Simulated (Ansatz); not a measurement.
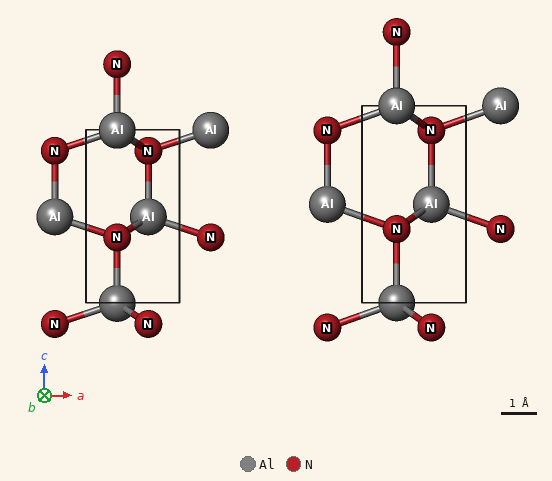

Two geometries of solid AlN (a generated structure, set up in P6_3mc) (coarse preliminary run), drawn at one scale. One is the start of a relaxation, the other its converged end. Style: ball-and-stick. Shown: the cell of the calculation, along the b axis.

Computed with DFT PBE, scalar-relativistic, plane waves, PAW in Ansatz. Set-up: plane-wave cutoff 420 eV; k-point mesh 6 × 6 × 4; occupations gaussian; smearing width 0.1 eV; no spin polarisation; cell and atoms relaxed; force threshold 0.05 eV/Å; at most 60 steps.

Question: Which of the two is the end point?

Answer: The left one is the relaxed one. Case: P → N on all its sites, cell and atoms relaxed. Over 5 accepted moves (7 points after the start) the energy falls by 597 meV per atom. Largest force component: 0.16 eV/Å at the start, 0.013 eV/Å at the end. Pressure: −33.00 GPa at the start and −0.03 GPa at the end. The SCF was repeated twice at an unchanged geometry on a basis and grid sized afresh for the cell, which shifted the energy by 2.4 meV per atom at most. The largest moves relative to the cell, 0.016 Å, are those of Al and N atoms. Largest moves by element: N 0.016 Å, Al 0.016 Å. Cell: a = b 3.479 → 3.130 Å (−10.0 %), c 5.711 → 5.019 Å (−12.1 %). Volume −28.9 %. Near-neighbour distances that change, for instance: Al–N 2.132 → 1.903 Å. The space group stays P6_3mc (No. 186). The run took 12 s on 1 thread of Intel(R) Xeon(R) Platinum 8259CL CPU @ 2.50GHz (Skylake/Cascade Lake) (shared host), peak memory 0.37 GiB.
